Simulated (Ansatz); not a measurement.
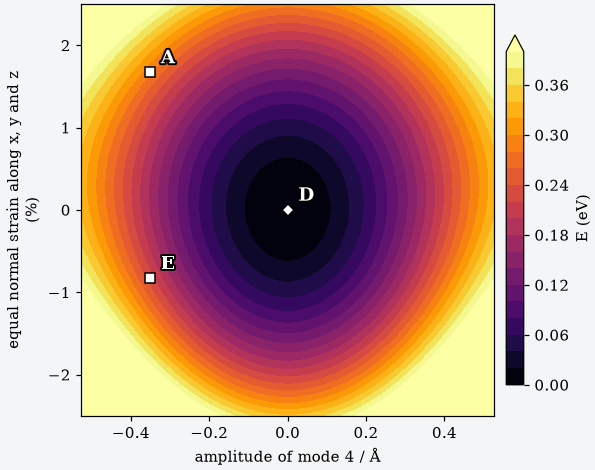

MoS₂ (P6_3/mmc, No. 194; 6 atoms in the cell). 
- The energy is mapped over a normal mode and a strain (zone-centre modes of the 6-atom cell of this scan) (x along [1 0 0], y along [1 2 0], z along [0 0 1] of the conventional cell).
- The first coordinate is: amplitude of mode 4 (53 cm⁻¹), largest displacement in the unstrained cell; the second: equal normal strain along x, y and z.
- Nothing is relaxed (the pattern is fixed in fractional coordinates).
- Grid: 7 × 7 points; 28 points were computed and 21 follow by symmetry.
- Points are written as (first, second).
- All energies are given in eV per cell relative to the lowest grid point.
- These are results of DFT LDA+D3(BJ), scalar-relativistic, plane waves, PAW in Ansatz 0.2.0, not measurements. Settings: cutoff 420 eV, k-mesh 12×12×4 in the order of the run's cell vectors, gaussian smearing 0.05 eV, no spin polarisation.

In the figure: filled contours, one colour for all values above the top of the scale, lettered points. Between grid points the surface is interpolated.

Is D the lowest point of the computed grid?

Answer. Yes. D, at (0.000 Å, 0.00 %), has the lowest energy of the grid.

What kind of point is each of A, D, E: minimum, saddle, maximum or slope?

Answer. A: on a slope; D: minimum; E: on a slope. (In these two coordinates alone; a stationary point may lie a little off the grid point.)

PAW datasets: the set soft_1.
